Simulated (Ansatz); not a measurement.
**Energy of Nb along a strain of the cell**

System: Nb (Fmmm, 1 atom in the cell).
Method: DFT PBE, scalar-relativistic, plane waves, PAW, no spin polarisation (Ansatz 0.2.0).

The 6 runs differ only in the geometry, by a strain of the cell at fixed fractional positions. Against run 4, the strain is εyy = −0.02 η, εyz = η and εzz = −0.02 η. The structure derives from an entry of the Crystallography Open Database.

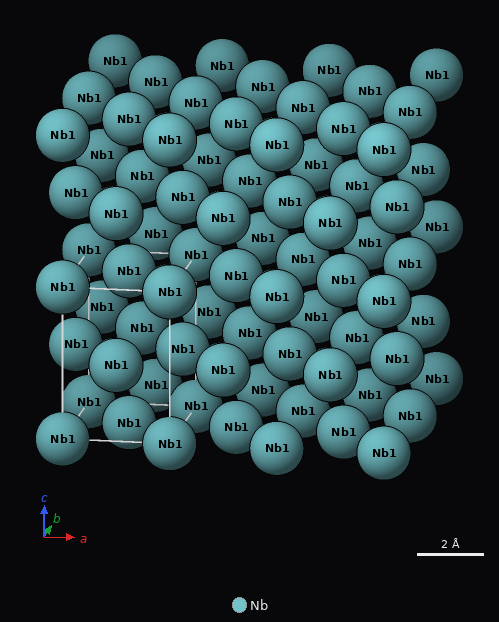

Figure 1. The structure of run 4 (spheres-only view of the cell 4 times as large as that of the calculation, set on its symmetry axes, repeated 3 × 2 × 2, seen slightly off an axis; atoms are numbered from 1 in the order of the input). An atom can appear more than once, as a periodic image.

## Input of run 4
```yaml
crystal:
  lattice:
    - [-1.66395, 1.6951490625, 1.6951490625]
    - [1.66395, -1.6327509375, 1.6327509375]
    - [1.66395, 1.6327509375, -1.6327509375]
  atoms:
    - { symbol: Nb, position: [0.0, 0.0, 0.0] }
basis:
  ecutwfc: 420
kpoints:
  mp_grid: { grid: [20, 20, 20] }
hamiltonian:
  xc: pbe
scf:
  occupations: { method: gaussian, width: 0.15 }
output:
  forces: true
  stress: true
  eigenvalues: true
```

Command:
```bash
ansatz run input.yaml --threads 1 --pin off --max-ram 2560MiB --backend cpu --events-out ev --progress --plain --runs-dir out
```

Run 3 differs from it as follows:
```diff
-    - [-1.66395, 1.6951490625, 1.6951490625]
-    - [1.66395, -1.6327509375, 1.6327509375]
-    - [1.66395, 1.6327509375, -1.6327509375]
+    - [-1.66395, 1.684749375, 1.684749375]
+    - [1.66395, -1.643150625, 1.643150625]
+    - [1.66395, 1.643150625, -1.643150625]
```

## Results, with one run withheld

| run | strain parameter η (%) | free energy per atom, from the lowest run given (meV) | pressure (GPa) |
| --- | --- | --- | --- |
| 1 | −6.8774 | 7.56 | −1.90 |
| 2 | −4.3765 | 0.68 | −2.49 |
| 3 | −0.6252 | ? | ? |
| 4 | 0.0000 | 0.00 | −2.57 |
| 5 | 1.2504 | 1.58 | −2.39 |
| 6 | 2.5009 | 4.83 | −2.09 |

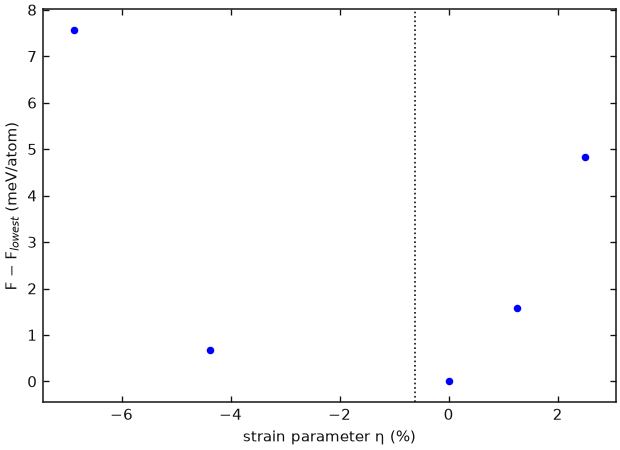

Figure 2. Free energy per atom of the runs given; the dotted line marks run 3.

Estimate the energy of run 3 from the others.

A cubic polynomial in the coordinate, fitted to the 5 runs given, misses them by at most 0.25 meV per atom. With x = η + 1.5005, it reads F = −1.3352 + 0.27991 x + 0.3308 x² − 0.0052942 x³ (meV per atom). At run 3 it gives −0.84 meV per atom, and the run itself gives −0.53. The fit has its minimum at η = −1.9194 %.

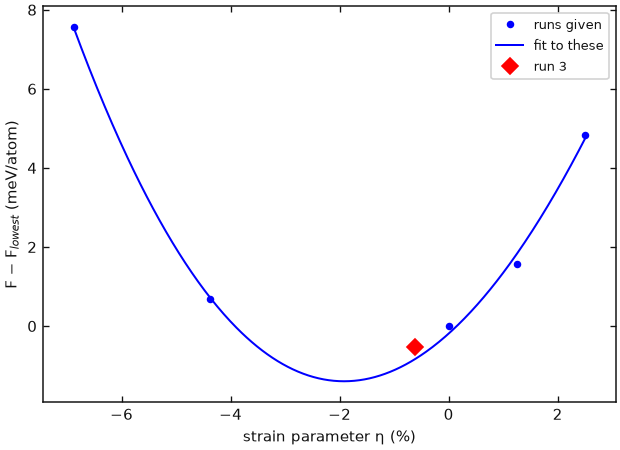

Figure 3. The fit and the withheld run.

## Output, shortened to warnings, some set-up lines, iterations and results (run 3)
```
Basis set: ecut = 420 eV, 369 PW (Γ), exchange–correlation on 40×40×40 points (8 copies of the dense FFT grid, shifted against one another)
Symmetry: 8 space group operations
k-points: 1166 of 8000
Initial density: superposition of atomic densities (neutral atoms: chi_scale 0, normalization atom), corrected by the library's trained network
[...]
SCF iter   1: F=—  HF=-4552.289083 eV  |F-HF|=—  |Δ(HF+E_count)|=         —  Δρ=3.26e-3  dr2=1.49e-3  ethr=1.77e-3  ⟨swp⟩=5.0  Hψ=72343  notcnv=0
SCF iter   2: F=—  HF=-4552.288809 eV  |F-HF|=—  |Δ(HF+E_count)|=   2.74e-4  Δρ=1.34e-3  dr2=1.54e-4  ethr=1.15e-5  ⟨swp⟩=2.2  Hψ=27227  notcnv=0
SCF iter   3: F=—  HF=-4552.288827 eV  |F-HF|=—  |Δ(HF+E_count)|=   1.83e-5  Δρ=4.14e-4  dr2=1.61e-5  ethr=1.19e-6  ⟨swp⟩=1.0  Hψ=12588  notcnv=0
SCF iter   4: F=—  HF=-4552.288830 eV  |F-HF|=—  |Δ(HF+E_count)|=   2.81e-6  Δρ=3.02e-5  dr2=4.37e-8  ethr=1.24e-7  ⟨swp⟩=1.0  Hψ=12591  notcnv=0
SCF iter   5: F=-4552.288830 eV  HF=-4552.288830 eV  |F-HF|=3.52e-10  |Δ(HF+E_count)|=   3.52e-8  Δρ=3.51e-6  dr2=8.80e-10  ethr=3.37e-10  ⟨swp⟩=2.2  Hψ=20225  notcnv=0
SCF iter   6: F=-4552.288830 eV  HF=-4552.288830 eV  |F-HF|=1.36e-11  |Δ(HF+E_count)|=  2.53e-10  Δρ=7.89e-7  dr2=2.82e-11  ethr=6.77e-12  ⟨swp⟩=1.6  Hψ=40933  notcnv=0
SCF 1 converged in 6 iterations: F = -4552.288830 eV  dr2 = 2.82e-11
SCF converged after 6 iterations
Free energy (F): -4552.288830 eV
Harris-Foulkes:  -4552.288830 eV  (|F-HF|=1.36e-11)
Internal energy: -4552.271423 eV  (E = F + TS)
E sigma→0 (E₀):  -4552.280127 eV
Entropy (-TS):   -0.017407 eV (-17.407 meV/atom)
Fermi energy:    17.326590 eV
--- Per-component energies (eV) ---
  E_band       = -73.454797
  E_kinetic    = 394.349894
  E_local      = -706.897614  (includes V_loc(G=0)·N_el)
  E_nonlocal   = 119.836302
  E_hartree    = 219.835743
  E_xc         = -175.441754
  E_vxc        = -212.817863  (∫ρ·V_xc dr)
  E_paw        = -3073.367584  (= ΣΔE_a)
  E_vpaw       = -107.597000  (= ΣTr[D̂ρ^β])
  E_aug_tail   = 0.000006  (compensation charges beyond the density's cutoff)
  E_ewald      = -1330.586417
  E_smearing   = -0.017407  (= −TS)
  E_closure    = 0.000000  (closes the sum)
  Σ components = -4552.288830   (vs F -4552.288830, Δ=0.00e0)
--- Forces (eV/Å), atoms counted from 1 ---
  atom   1  Nb    -0.00000000     0.00000000    -0.00000000
  max |Σ_I F_I| component: 3.08e-33 eV/Å
--- Stress (GPa, compression-positive) ---
       -2.609832       0.000000       0.000000
        0.000000      -2.636633      -0.345718
        0.000000      -0.345718      -2.636633
  P = ⅓ Tr σ = -2.6277 GPa (-26.277 kbar)
```
